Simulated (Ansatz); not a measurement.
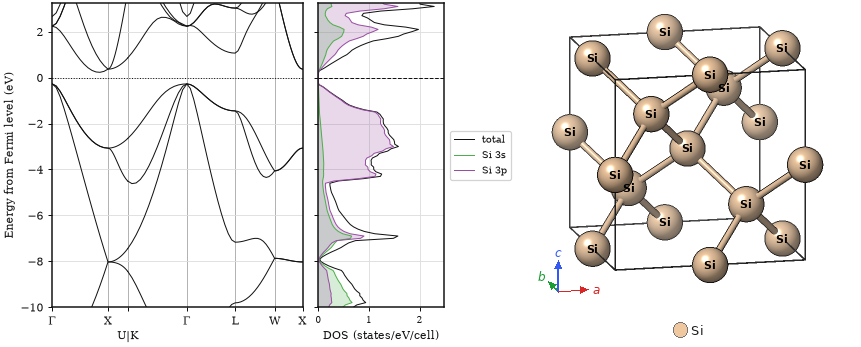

Band structure and density of states, beside the structure. Energies are counted from the Fermi level. The partial curves are projected on Löwdin-orthogonalised atomic shells.

Calculation on Si, space group Fd-3m, 2 atoms in the cell.

Method: DFT LDA, scalar-relativistic, plane waves, PAW, no spin polarisation, 8×8×8 k mesh (Ansatz).

### Metal, semiconductor or insulator, and what is the gap?

The bands leave a gap. The gap along this path is 0.51 eV and indirect, from the valence-band top at Γ to the conduction-band bottom between Γ and X; the smallest direct gap is 2.52 eV, at Γ.

### Where is the tallest peak in the window, and which states make it?

The tallest peak in the window is at 2.1 eV; by projected weight it is Si 3p (70 %) and Si 3s (30 %).

### What is the character of the states on either side of the gap?

By projected weight, the top eV of the valence band is Si 3p almost alone; the bottom eV of the conduction band is Si 3p (70 %) and Si 3s (30 %).

The structure is an invented one, so it need not be a known or stable phase.
